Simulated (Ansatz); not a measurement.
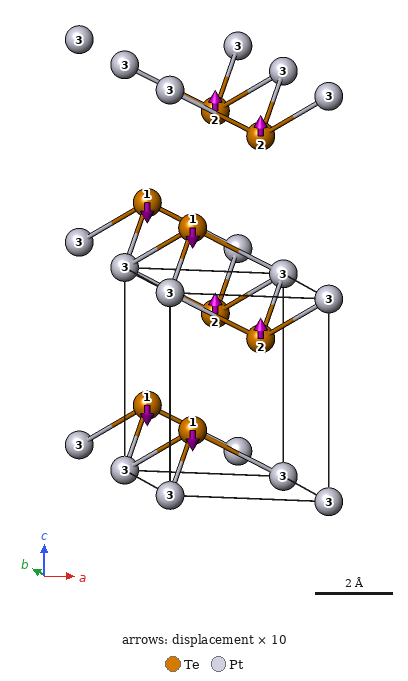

This is a relaxation of solid Te2Pt (set up in P-3m1). The starting structure is drawn; purple arrows show the displacements, 10 times their true length.

Style: ball-and-stick. Shown: the cell of the calculation, repeated 1 × 2 × 2 with one cell outlined, from a free direction.

Case: equal strain along all axes, cell held, atoms relaxed: +6.0 %.

The calculation used DFT PBE+D3(BJ), scalar-relativistic, plane waves, PAW in Ansatz.

Input file:
```yaml
crystal:
  lattice:
    - [4.2965418886, 0.0, 0.0]
    - [-2.1482709443, 3.720914424, 0.0]
    - [0.0, 0.0, 5.3964206118]
  atoms:
    - { symbol: Te, position: [0.3333333333, 0.6666666667, 0.2478512574] }
    - { symbol: Te, position: [0.6666666667, 0.3333333333, 0.7521487426] }
    - { symbol: Pt, position: [0.0, 0.0, 0.0] }
basis:
  ecutwfc: 420
kpoints:
  mp_grid: { grid: [12, 12, 8] }
hamiltonian:
  xc: pbe
  dispersion: d3bj
scf:
  occupations: { method: gaussian, width: 0.1 }
output:
  forces: true
  stress: true
  eigenvalues: true
relax:
  adjacent_minimum: "off"
  f_tol: 0.008
  max_steps: 40
```

What did the optimiser do to the structure, and how much energy did it gain?

The energy falls by 8.0 meV per atom in 2 accepted moves (4 points after the start). Largest force component: 0.43 eV/Å at the start, 0.0017 eV/Å at the end. The line search rejected the trial step at point 1 of the run. 1 step only repeated the SCF at the same geometry. The largest moves, 0.056 Å, are those of Te1 and Te2. Te2 goes along +c. Pt stays in place. The lattice vectors keep their values. Near-neighbour distances that change, for instance: Te1–Pt3 2.818 → 2.792 Å. The space group stays P-3m1 (No. 164). The run took of the order of 2.3 core-minutes on a shared host.
